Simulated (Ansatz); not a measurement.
System: C.

Input file:

```
crystal:
  lattice:
    - [1.2280263465, 0.7090013417, 3.3470108394]
    - [-1.2280263465, 0.7090013417, 3.3470108394]
    - [0.0, -1.4180026834, 3.3470108394]
  atoms:
    - { symbol: C, position: [0.1768490844, 0.1627443382, 0.1575816428] }
    - { symbol: C, position: [0.836, 0.836, 0.836] }
kpoints:
  mp_grid: { grid: [17, 17, 17] }
scf:
  occupations: { method: fermi_dirac, width: 0.03 }
hamiltonian:
  xc: pbe
  pseudopotentials: { kind: paw }
output:
  forces: true
  stress: true
  eigenvalues: true
  efg: { contact_densities: true }
  write_density: true
  write_potential: true
  elf: true
  volumetric_format: npy
```

Launched as:

```sh
ansatz run input.yaml --threads 1 --pin off --max-ram 2048MiB --backend cpu --events-out ev --progress --plain --runs-dir out
```

Below, planes, directions and counts refer to the standardised cell (a = 4.25 Å, b = 2.46 Å, c = 3.63 Å, α = 90.00°, β = 112.96°, γ = 90.00°).

Space group P-1; changed on purpose from its base cell (atom 1 (C) moved by [0.017321, 0.017321, 0.017321] Å, PAW files); not relaxed (largest force 1.5 eV/Å); computed pressure about 5 GPa in this cell.

Method: DFT, PBE, PAW with Ansatz's default frozen-core files, scalar-relativistic (Ansatz).

**What can the converged valence pseudo-density and electron localisation function tell about the bonding?**

C–C (1.39 Å): ρ at the midpoint is about 2.1 e/Å³; the ELF peaks at about 0.95 between the atoms (a covalent bond).
C–C (1.43 Å): ρ at the midpoint is about 2 e/Å³; the ELF peaks at about 0.95 between the atoms, as expected for localised, covalent bonding.

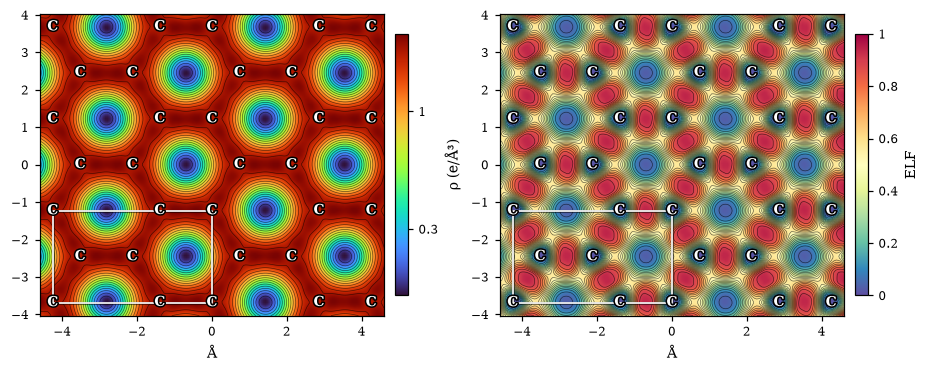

Computed valence pseudo-density and electron localisation function on the (001) plane of the standardised cell, in this order. 

Core electrons are frozen (PAW), and the valence fields are smoothed inside the atomic spheres.
